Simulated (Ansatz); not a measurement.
**W$_{15}$S$_{32}$ (charge −1): geometry relaxation (part 1 of 4)**

The run: geometry relaxation of W$_{15}$S$_{32}$ (defect cell, 47 atoms in the cell, total charge −1). Method and program: DFT PBE+D3(BJ), scalar-relativistic, plane waves, PAW, spin-polarised (Ansatz 0.2.0).

The structure derives from a Materials Project entry. It belongs to a series of runs on one base structure; here: W vacancy (site c), charge -1, atoms relaxed at the host's cell. Figures and captions count atoms from 1; the log counts them from 0 in places.

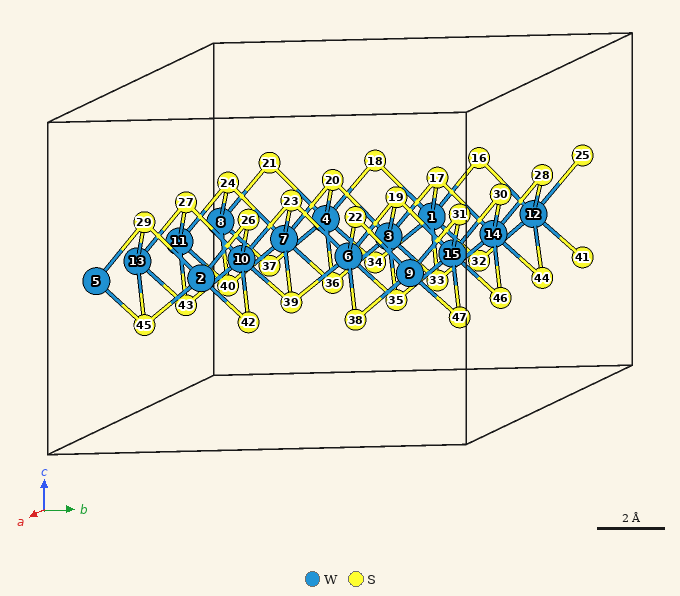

*The starting structure (ball-and-stick view of the cell of the calculation, with the vacuum cut short, seen slightly off an axis; atoms are numbered from 1 in the order of the input). An atom can appear more than once, as a periodic image.*

Near neighbours in the periodic cell (some may lie outside the picture): W has 6 S at 2.37 to 2.42 Å; S has 2 W at 2.37 Å; S has 3 W at 2.40 to 2.42 Å.

### Input file
```yaml
crystal:
  lattice:
    - [12.6388667674, 0.0, 0.0]
    - [-6.3194333837, -10.9455796956, 0.0]
    - [0.0, 0.0, -16.9394672175]
  atoms:
    - { symbol: W, position: [0.1679409725, 0.5874468368, 0.0] }
    - { symbol: W, position: [0.9125531632, 0.3320590275, 0.0] }
    - { symbol: W, position: [0.4164602059, 0.5829204119, 0.0] }
    - { symbol: W, position: [0.1661581418, 0.3338418582, 0.0] }
    - { symbol: W, position: [0.9170795881, 0.0835397941, 0.0] }
    - { symbol: W, position: [0.6695058643, 0.5874468368, 0.0] }
    - { symbol: W, position: [0.4176837163, 0.3338418582, 0.0] }
    - { symbol: W, position: [0.1661581418, 0.0823162837, 0.0] }
    - { symbol: W, position: [0.9125531632, 0.8304941357, 0.0] }
    - { symbol: W, position: [0.6695058643, 0.3320590275, 0.0] }
    - { symbol: W, position: [0.4164602059, 0.0835397941, 0.0] }
    - { symbol: W, position: [0.1679409725, 0.8304941357, 0.0] }
    - { symbol: W, position: [0.6660785569, 0.0821571138, 0.0] }
    - { symbol: W, position: [0.4178428862, 0.8339214431, 0.0] }
    - { symbol: W, position: [0.6660785569, 0.8339214431, 0.0] }
    - { symbol: S, position: [0.086942274, 0.668471137, 0.092815105], spin: 0.167 }
    - { symbol: S, position: [0.3349902519, 0.6673555692, 0.0929617018] }
    - { symbol: S, position: [0.0818022223, 0.4181977777, 0.0920959543] }
    - { symbol: S, position: [0.5823653173, 0.6673555692, 0.0929617018] }
    - { symbol: S, position: [0.3332252082, 0.4164504164, 0.093089693] }
    - { symbol: S, position: [0.0835495836, 0.1667747918, 0.093089693] }
    - { symbol: S, position: [0.831528863, 0.668471137, 0.092815105], spin: 0.167 }
    - { symbol: S, position: [0.5863955554, 0.4181977777, 0.0920959543] }
    - { symbol: S, position: [0.3332252082, 0.1667747918, 0.093089693] }
    - { symbol: S, position: [0.0818022223, 0.9136044446, 0.0920959543] }
    - { symbol: S, position: [0.831528863, 0.413057726, 0.092815105], spin: 0.167 }
    - { symbol: S, position: [0.5823653173, 0.1650097481, 0.0929617018] }
    - { symbol: S, position: [0.3349902519, 0.9176346827, 0.0929617018] }
    - { symbol: S, position: [0.8326444308, 0.1650097481, 0.0929617018] }
    - { symbol: S, position: [0.5833333333, 0.9166666667, 0.0935580827] }
    - { symbol: S, position: [0.8326444308, 0.9176346827, 0.0929617018] }
    - { symbol: S, position: [0.086942274, 0.668471137, 0.907184895], spin: 0.167 }
    - { symbol: S, position: [0.3349902519, 0.6673555692, 0.9070382982] }
    - { symbol: S, position: [0.0818022223, 0.4181977777, 0.9079040457] }
    - { symbol: S, position: [0.5823653173, 0.6673555692, 0.9070382982] }
    - { symbol: S, position: [0.3332252082, 0.4164504164, 0.906910307] }
    - { symbol: S, position: [0.0835495836, 0.1667747918, 0.906910307] }
    - { symbol: S, position: [0.831528863, 0.668471137, 0.907184895], spin: 0.167 }
    - { symbol: S, position: [0.5863955554, 0.4181977777, 0.9079040457] }
    - { symbol: S, position: [0.3332252082, 0.1667747918, 0.906910307] }
    - { symbol: S, position: [0.0818022223, 0.9136044446, 0.9079040457] }
    - { symbol: S, position: [0.831528863, 0.413057726, 0.907184895], spin: 0.167 }
    - { symbol: S, position: [0.5823653173, 0.1650097481, 0.9070382982] }
    - { symbol: S, position: [0.3349902519, 0.9176346827, 0.9070382982] }
    - { symbol: S, position: [0.8326444308, 0.1650097481, 0.9070382982] }
    - { symbol: S, position: [0.5833333333, 0.9166666667, 0.9064419173] }
    - { symbol: S, position: [0.8326444308, 0.9176346827, 0.9070382982] }
  host:
    lattice:
      - [3.1597166919, 0.0, 0.0]
      - [-1.5798583459, 2.7363949239, 0.0]
      - [0.0, 0.0, 16.9394672175]
    atoms:
      - { symbol: W, position: [0.3333333333, 0.6666666667, 0.0] }
      - { symbol: S, position: [0.6666666667, 0.3333333333, 0.9069626206] }
      - { symbol: S, position: [0.6666666667, 0.3333333333, 0.0930373794] }
total_charge: -1
basis:
  ecutwfc: 420
  xc_grid: 2
kpoints:
  mp_grid: { grid: [2, 2, 2], shift: [0.0, 0.0, 0.0] }
hamiltonian:
  xc: pbe
  dispersion: d3bj
scf:
  occupations: { method: gaussian, width: 0.01 }
output:
  forces: true
  stress: false
  eigenvalues: true
  populations: true
  charged_corrections:
    defect_position: [0.91666667, 0.58333333, 0.0]
    epsilon: [[5.6102, 0.0, 0.0], [0.0, 5.6102, 0.0], [0.0, 0.0, 1.4325]]
  write_density: true
  write_potential: true
  elf: true
  volumetric_format: npy
magnetization:
  spin_polarized: true
relax:
  adjacent_minimum: "off"
  f_tol: 0.025
  max_steps: 45
```

Launched with:
```bash
ansatz run input.yaml --threads 4 --pin off --max-ram 10240MiB --backend cpu --events-out ev --progress --plain --runs-dir out
```

### Log
```
Engine: ansatz 0.2.0, aarch64-unknown-linux-gnu
Pseudopotentials: kind: paw
Pseudopotential: W, paw, valence charge 14, recommended cutoff 420 eV (normal), W.paw.azcp
Pseudopotential: S, paw, valence charge 6, recommended cutoff 420 eV (normal), S.paw.azcp
Functional definition: PBE
  parameter kappa = 0.804
  parameter beta = 0.06672455060314922
  exchange = pbe_x(kappa = kappa, mu = beta*pi^2/3)
  correlation = pbe_c(beta = beta)
Crystal: 47 atoms, lattice volume = 2343.401 Å³
Basis set: ecut = 420 eV, 45813 PW (Γ), exchange–correlation on 180×180×240 points (8 copies of the dense FFT grid, shifted against one another)
Bands: 250, of which v1, the nominal top of the filled ones, is band 202 counted from 1 (201 counted from 0)
Symmetry: 12 space group operations
Space group: P-6m2 (ITA 187), of the structure as read, at distance tolerance 1.3e-4 Å
Magnetic group: BNS 187.209 (UNI 1439), of the structure as read, at distance tolerance 1.3e-4 Å
k-points: 4 of 8
Non-local potential: W, projectors of the file, l = 0: 3, l = 1: 2, l = 2: 2, l = 3: 1
Non-local potential: S, projectors of the file, l = 0: 2, l = 1: 2, l = 2: 2
PAW form: soft (Blöchl's): semilocal exchange-correlation on the pseudo side does not see the compensation charge
PAW one-centre angular grid: W, 590 points (default); XC on 64 Gauss nodes
PAW one-centre angular grid: S, 110 points (default); XC on 64 Gauss nodes
Initial density: superposition of atomic densities (neutral atoms scaled as one to the charged cell's electrons: chi_scale 0, normalization atom)
Starting moments: Σ|m| = 1.002 μB on 6 of 47 sites
Initial wavefunctions: pseudopotential atomic-orbital guess
Functional: x = pbe(κ = 0.804, μ = 0.2195149727645171), c = pbe(β = 0.06672455060314922)
SCF iter   1: F=—  HF=-184686.015980 eV  |F-HF|=—  |Δ(HF+E_count)|=         —  Δρ=1.56e-2 (↑1.49e-2 ↓1.56e-2)  dr2=2.55e1  dr2_m=2.14e-2  M=1.000 μB ∫|m|=1.023 μB  β_m=0.30  ethr=3.10e-3  ⟨swp⟩=7.5  Hψ=8844  notcnv=0  defer=68
Mixer restart at iter 1: flushing history
preconditioner: auto → Resta (q_TF=auto, 2.035 Å⁻¹)  ε∞=3.2  [insulator: Δε(μ)=0.039 eV  Ē_g=8.668 eV  σ=0.010 eV  W_gap=0.62  n_scr=316 (ndim 8)  ℏωp=12.9 eV  f_vac=0.597  D(μ)=43.70/eV (n_scr^D=236)  ε∞_Penn≈3.2  vacuum switching on, ρ_ref=5.4e-3 e/Å³]
spin=Collinear: Resta preconditioning applied to the charge; magnetization (m = ρ↑ − ρ↓) channel mixes plain (no charge-response kernel on spin).
SCF iter   2: F=—  HF=-184683.957368 eV  |F-HF|=—  |Δ(HF+E_count)|=    2.06e0  Δρ=8.89e-3 (↑8.44e-3 ↓8.89e-3)  dr2=6.59e0  dr2_m=1.28e-2  M=1.000 μB ∫|m|=1.024 μB  β_m=0.41  ethr=3.10e-3  ⟨swp⟩=3.0  Hψ=3056  notcnv=0  defer=322
SCF iter   3: F=—  HF=-184684.253428 eV  |F-HF|=—  |Δ(HF+E_count)|=   2.96e-1  Δρ=4.18e-3 (↑3.94e-3 ↓4.18e-3)  dr2=1.10e0  dr2_m=5.00e-3  M=1.000 μB ∫|m|=1.030 μB  β_m=0.53  ethr=1.64e-3  ⟨swp⟩=2.0  Hψ=2962  notcnv=0  defer=322
SCF iter   4: F=—  HF=-184684.542773 eV  |F-HF|=—  |Δ(HF+E_count)|=   2.89e-1  Δρ=1.39e-3 (↑1.24e-3 ↓1.39e-3)  dr2=2.73e-1  dr2_m=1.12e-3  M=1.000 μB ∫|m|=1.045 μB  β_m=0.57  ethr=2.74e-4  ⟨swp⟩=3.5  Hψ=3535  notcnv=0  defer=318
SCF iter   5: F=—  HF=-184684.549656 eV  |F-HF|=—  |Δ(HF+E_count)|=         —  Δρ=8.92e-4 (↑8.92e-4 ↓7.87e-4)  dr2=2.29e-1  dr2_m=5.70e-4  M=1.000 μB ∫|m|=1.057 μB  β_m=0.57  ethr=6.78e-5  ⟨swp⟩=3.5  Hψ=3019  notcnv=0  defer=318
SCF iter   6: F=—  HF=-184684.533278 eV  |F-HF|=—  |Δ(HF+E_count)|=   1.64e-2  Δρ=3.32e-4 (↑2.98e-4 ↓3.32e-4)  dr2=3.57e-2  dr2_m=8.42e-5  M=1.000 μB ∫|m|=1.072 μB  β_m=0.51  ethr=5.68e-5  ⟨swp⟩=3.2  Hψ=2780  notcnv=0  defer=318
SCF iter   7: F=—  HF=-184684.532085 eV  |F-HF|=—  |Δ(HF+E_count)|=   1.19e-3  Δρ=1.11e-4 (↑1.11e-4 ↓1.10e-4)  dr2=1.56e-3  dr2_m=5.88e-5  M=1.000 μB ∫|m|=1.073 μB  β_m=0.64  ethr=8.87e-6  ⟨swp⟩=3.0  Hψ=3072  notcnv=0  defer=318
SCF iter   8: F=—  HF=-184684.533106 eV  |F-HF|=—  |Δ(HF+E_count)|=   1.02e-3  Δρ=9.82e-5 (↑9.82e-5 ↓9.14e-5)  dr2=2.32e-3  dr2_m=1.83e-5  M=1.000 μB ∫|m|=1.077 μB  β_m=0.64  ethr=3.86e-7  ⟨swp⟩=2.1  Hψ=3213  notcnv=0  defer=318
SCF iter   9: F=—  HF=-184684.533008 eV  |F-HF|=—  |Δ(HF+E_count)|=   9.79e-5  Δρ=1.92e-5 (↑1.92e-5 ↓1.91e-5)  dr2=3.86e-5  dr2_m=3.23e-6  M=1.000 μB ∫|m|=1.080 μB  β_m=0.77  ethr=3.86e-7  ⟨swp⟩=2.0  Hψ=2617  notcnv=0  defer=318
SCF iter  10: F=—  HF=-184684.533025 eV  |F-HF|=—  |Δ(HF+E_count)|=   1.72e-5  Δρ=1.37e-5 (↑1.37e-5 ↓1.17e-5)  dr2=5.76e-5  dr2_m=3.76e-7  M=1.000 μB ∫|m|=1.081 μB  β_m=0.77  ethr=9.59e-9  ⟨swp⟩=3.5  Hψ=4288  notcnv=0  defer=318
SCF iter  11: F=—  HF=-184684.533021 eV  |F-HF|=—  |Δ(HF+E_count)|=   4.32e-6  Δρ=5.80e-6 (↑3.78e-6 ↓5.80e-6)  dr2=5.58e-6  dr2_m=1.13e-7  M=1.000 μB ∫|m|=1.082 μB  β_m=0.66  ethr=3.88e-9  ⟨swp⟩=22.2  Hψ=22008  notcnv=0
SCF iter  12: F=-184684.533020 eV  HF=-184684.533020 eV  |F-HF|=4.07e-7  |Δ(HF+E_count)|=   5.63e-7  Δρ=2.31e-6 (↑2.02e-6 ↓2.31e-6)  dr2=5.65e-7  dr2_m=4.95e-8  M=1.000 μB ∫|m|=1.082 μB  ethr=1.38e-9  ⟨swp⟩=11.6  Hψ=15565  notcnv=0
SCF 1 converged in 12 iterations: F = -184684.533020 eV  dr2 = 5.65e-7
  greatest PAW one-centre occupation: 1.000 electrons in one spin orbital (limit 2), on the W atom at site 11 (counted from 0), in its partial waves of l = 0
relax step   1: F+E_penalty+E_count = -184684.53301963 eV  Δ(F+E_penalty+E_count) = +0.000e0 eV  max|allowed force component| = 9.854e-2 eV/Å  Δτ_max = 0.0000 Å  (12 SCF iters, dr2 threshold 1.56e-5 eV, accepted)
Initial density: handed on by an earlier stage of this run
Starting moments: Σ|m| = 1.002 μB on 6 of 47 sites; this step starts from the density that it was given
Initial wavefunctions: those handed on with the density
iter 1 solved again at ethr=1.63e-6 eV; its pass at ethr=3.10e-3 eV (dr2=6.55e-3 eV) is discarded
SCF iter   1: F=—  HF=-184684.532075 eV  |F-HF|=—  |Δ(HF+E_count)|=         —  Δρ=3.44e-4 (↑3.26e-4 ↓3.44e-4)  dr2=6.88e-3  dr2_m=4.30e-5  M=1.000 μB ∫|m|=1.084 μB  β_m=0.65  ethr=1.63e-6  ⟨swp⟩=3.0  Hψ=6406  notcnv=0  defer=318
preconditioner: auto → Resta (q_TF=auto, 2.035 Å⁻¹)  ε∞=3.4  [insulator: Δε(μ)=0.096 eV  Ē_g=8.254 eV  σ=0.010 eV  W_gap=0.72  n_scr=316 (ndim 8)  ℏωp=12.9 eV  f_vac=0.604  D(μ)=48.16/eV (n_scr^D=286)  ε∞_Penn≈3.4  vacuum switching on, ρ_ref=4.9e-3 e/Å³]
spin=Collinear: Resta preconditioning applied to the charge; magnetization (m = ρ↑ − ρ↓) channel mixes plain (no charge-response kernel on spin).
SCF iter   2: F=—  HF=-184684.529232 eV  |F-HF|=—  |Δ(HF+E_count)|=   2.84e-3  Δρ=1.42e-4 (↑1.33e-4 ↓1.42e-4)  dr2=1.92e-3  dr2_m=8.81e-6  M=1.000 μB ∫|m|=1.084 μB  β_m=0.55  ethr=1.63e-6  ⟨swp⟩=2.0  Hψ=2770  notcnv=0  defer=318
SCF iter   3: F=—  HF=-184684.529320 eV  |F-HF|=—  |Δ(HF+E_count)|=   8.74e-5  Δρ=8.50e-5 (↑8.05e-5 ↓8.50e-5)  dr2=9.69e-4  dr2_m=3.06e-6  M=1.000 μB ∫|m|=1.084 μB  β_m=0.53  ethr=4.77e-7  ⟨swp⟩=2.0  Hψ=2774  notcnv=0  defer=318
SCF iter   4: F=—  HF=-184684.529238 eV  |F-HF|=—  |Δ(HF+E_count)|=   8.12e-5  Δρ=2.45e-5 (↑2.45e-5 ↓2.21e-5)  dr2=1.20e-4  dr2_m=4.15e-7  M=1.000 μB ∫|m|=1.084 μB  β_m=0.48  ethr=2.40e-7  ⟨swp⟩=2.0  Hψ=2714  notcnv=0  defer=318
SCF iter   5: F=—  HF=-184684.529231 eV  |F-HF|=—  |Δ(HF+E_count)|=   7.04e-6  Δρ=1.20e-5 (↑1.13e-5 ↓1.20e-5)  dr2=1.14e-5  dr2_m=2.12e-7  M=1.000 μB ∫|m|=1.084 μB  β_m=0.56  ethr=2.98e-8  ⟨swp⟩=2.0  Hψ=2618  notcnv=0  defer=318
SCF iter   6: F=—  HF=-184684.529232 eV  |F-HF|=—  |Δ(HF+E_count)|=   1.14e-6  Δρ=4.02e-6 (↑3.88e-6 ↓4.02e-6)  dr2=1.29e-6  dr2_m=4.86e-8  M=1.000 μB ∫|m|=1.084 μB  β_m=0.60  ethr=2.82e-9  ⟨swp⟩=2.0  Hψ=3084  notcnv=0  defer=318
SCF iter   7: F=—  HF=-184684.529233 eV  |F-HF|=—  |Δ(HF+E_count)|=   3.47e-7  Δρ=1.75e-6 (↑1.57e-6 ↓1.75e-6)  dr2=6.21e-7  dr2_m=9.60e-9  M=1.000 μB ∫|m|=1.085 μB  β_m=0.57  ethr=3.20e-10  ⟨swp⟩=2.0  Hψ=2891  notcnv=0  defer=318
SCF iter   8: F=—  HF=-184684.529233 eV  |F-HF|=—  |Δ(HF+E_count)|=   2.76e-8  Δρ=1.02e-6 (↑1.02e-6 ↓7.63e-7)  dr2=1.58e-7  dr2_m=3.09e-9  M=1.000 μB ∫|m|=1.085 μB  β_m=0.52  ethr=1.54e-10  ⟨swp⟩=2.0  Hψ=2814  notcnv=0  defer=318
iter 9 did not close the SCF: its close was put off for a magnetic moment that had not settled (scf_convergence_deferred on its scf_iter line)
SCF iter   9: F=-184684.529233 eV  HF=-184684.529233 eV  |F-HF|=5.82e-11  |Δ(HF+E_count)|=  4.07e-10  Δρ=3.92e-7 (↑3.92e-7 ↓2.84e-7)  dr2=9.75e-9  dr2_m=1.01e-9  M=1.000 μB ∫|m|=1.085 μB  β_m=0.66  ethr=2.48e-11  ⟨swp⟩=18.8  Hψ=16517  notcnv=0
SCF iter  10: F=-184684.529233 eV  HF=-184684.529233 eV  |F-HF|=1.38e-8  |Δ(HF+E_count)|=   6.32e-9  Δρ=2.57e-7 (↑2.09e-7 ↓2.57e-7)  dr2=1.60e-8  dr2_m=1.81e-10  M=1.000 μB ∫|m|=1.085 μB  ethr=2.42e-12  ⟨swp⟩=7.0  Hψ=12669  notcnv=0
SCF 2 converged in 10 iterations: F = -184684.529233 eV  dr2 = 1.60e-8
relax step   2: F+E_penalty+E_count = -184684.52923280 eV  Δ(F+E_penalty+E_count) = +3.787e-3 eV  max|allowed force component| = 8.028e-2 eV/Å  Δτ_max = 0.0174 Å  (10 SCF iters, rejected (line search))
SCF iter   1: F=—  HF=-184684.538900 eV  |F-HF|=—  |Δ(HF+E_count)|=         —  Δρ=2.24e-4 (↑2.11e-4 ↓2.24e-4)  dr2=2.76e-3  dr2_m=1.68e-5  M=1.000 μB ∫|m|=1.084 μB  β_m=0.65  ethr=7.27e-6  ⟨swp⟩=3.8  Hψ=3964  notcnv=0  defer=324
preconditioner: auto → Resta (q_TF=auto, 2.035 Å⁻¹)  ε∞=3.4  [insulator: Δε(μ)=0.097 eV  Ē_g=8.251 eV  σ=0.010 eV  W_gap=0.73  n_scr=316 (ndim 8)  ℏωp=12.9 eV  f_vac=0.604  D(μ)=48.34/eV (n_scr^D=286)  ε∞_Penn≈3.4  vacuum switching on, ρ_ref=4.9e-3 e/Å³]
spin=Collinear: Resta preconditioning applied to the charge; magnetization (m = ρ↑ − ρ↓) channel mixes plain (no charge-response kernel on spin).
SCF iter   2: F=—  HF=-184684.536530 eV  |F-HF|=—  |Δ(HF+E_count)|=   2.37e-3  Δρ=9.36e-5 (↑8.90e-5 ↓9.36e-5)  dr2=1.02e-3  dr2_m=3.29e-6  M=1.000 μB ∫|m|=1.083 μB  β_m=0.55  ethr=6.86e-7  ⟨swp⟩=2.0  Hψ=3222  notcnv=0  defer=324
SCF iter   3: F=—  HF=-184684.536531 eV  |F-HF|=—  |Δ(HF+E_count)|=   1.25e-6  Δρ=6.62e-5 (↑6.36e-5 ↓6.62e-5)  dr2=8.80e-4  dr2_m=1.30e-6  M=1.000 μB ∫|m|=1.084 μB  β_m=0.49  ethr=2.52e-7  ⟨swp⟩=2.0  Hψ=2863  notcnv=0  defer=324
SCF iter   4: F=—  HF=-184684.536445 eV  |F-HF|=—  |Δ(HF+E_count)|=   8.65e-5  Δρ=1.44e-5 (↑1.44e-5 ↓1.38e-5)  dr2=2.66e-5  dr2_m=1.49e-7  M=1.000 μB ∫|m|=1.083 μB  β_m=0.49  ethr=2.18e-7  ⟨swp⟩=2.0  Hψ=2611  notcnv=0  defer=324
SCF iter   5: F=—  HF=-184684.536444 eV  |F-HF|=—  |Δ(HF+E_count)|=   3.06e-7  Δρ=7.13e-6 (↑7.02e-6 ↓7.13e-6)  dr2=4.15e-6  dr2_m=6.00e-8  M=1.000 μB ∫|m|=1.083 μB  β_m=0.56  ethr=6.60e-9  ⟨swp⟩=2.0  Hψ=3133  notcnv=0  defer=324
SCF iter   6: F=—  HF=-184684.536445 eV  |F-HF|=—  |Δ(HF+E_count)|=   5.49e-7  Δρ=2.49e-6 (↑2.35e-6 ↓2.49e-6)  dr2=1.01e-6  dr2_m=1.11e-8  M=1.000 μB ∫|m|=1.083 μB  β_m=0.55  ethr=1.03e-9  ⟨swp⟩=2.0  Hψ=2670  notcnv=0  defer=324
SCF iter   7: F=—  HF=-184684.536445 eV  |F-HF|=—  |Δ(HF+E_count)|=   8.54e-8  Δρ=1.16e-6 (↑1.16e-6 ↓1.09e-6)  dr2=2.69e-7  dr2_m=2.85e-9  M=1.000 μB ∫|m|=1.083 μB  β_m=0.52  ethr=2.50e-10  ⟨swp⟩=2.0  Hψ=2673  notcnv=0  defer=324
iter 8 did not close the SCF: its close was put off for a magnetic moment that had not settled (scf_convergence_deferred on its scf_iter line)
SCF iter   8: F=-184684.536445 eV  HF=-184684.536445 eV  |F-HF|=3.11e-9  |Δ(HF+E_count)|=   1.18e-8  Δρ=4.73e-7 (↑4.73e-7 ↓4.59e-7)  dr2=1.98e-8  dr2_m=9.73e-10  M=1.000 μB ∫|m|=1.083 μB  β_m=0.58  ethr=2.48e-11  ⟨swp⟩=17.0  Hψ=17393  notcnv=0
SCF iter   9: F=-184684.536445 eV  HF=-184684.536445 eV  |F-HF|=1.14e-9  |Δ(HF+E_count)|=   9.46e-9  Δρ=2.15e-7 (↑2.15e-7 ↓1.70e-7)  dr2=4.95e-9  dr2_m=1.81e-10  M=1.000 μB ∫|m|=1.083 μB  ethr=4.92e-12  ⟨swp⟩=7.0  Hψ=13236  notcnv=0
SCF 3 converged in 9 iterations: F = -184684.536445 eV  dr2 = 4.95e-9
relax step   3: F+E_penalty+E_count = -184684.53644493 eV  Δ(F+E_penalty+E_count) = -3.425e-3 eV  max|allowed force component| = 1.054e-2 eV/Å  Δτ_max = 0.0077 Å  (9 SCF iters, accepted)
```
